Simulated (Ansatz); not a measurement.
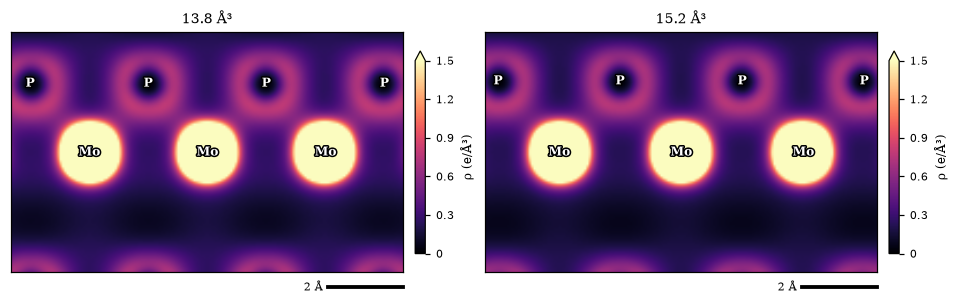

MoP. The valence pseudo-density of cells scaled evenly to different volumes (given per atom above each panel), on the (110) plane of each (indices in the axes of the cell below), at one length scale and on one colour scale.

Theory: Ansatz 0.2.0, Kohn-Sham DFT of a periodic cell, HSE06, Ansatz PAW.

Core electrons are frozen (PAW), and the valence fields are smoothed inside the atomic spheres.

The largest cell:

```yaml
crystal:
  lattice:
    - [3.28621, 0.00000, 0.00000]
    - [-1.64311, 2.84594, 0.00000]
    - [0.00000, 0.00000, 3.25358]
  atoms:
    - { symbol: Mo, position: [0.00000, 0.00000, 0.00000] }
    - { symbol: P, position: [0.33333, 0.66667, 0.50000] }
```

| volume (Å³/atom) | Mo–P contact in the plane (Å) | ρ at its midpoint (e/Å³) | pressure (GPa) | 
| --- | --- | --- | --- |
| 13.78 | 2.418 | 0.585 | 6.0 | 
| 14.07 | 2.435 | ? | ? | 
| 15.21 | 2.499 | 0.510 | −16.4 | 

Question: Estimate the missing row, and compare with the calculation.

Answer: Over the known rows ln ρ falls by 1.69 per Å of Mo–P distance (the line through the two), which gives 0.568 e/Å³ at 2.435 Å; the calculation gives 0.568 e/Å³. For the pressure, a straight line in volume between the neighbouring rows gives 1.5 GPa; the calculation gives 0.5, lower because pressure rises ever faster on compression.
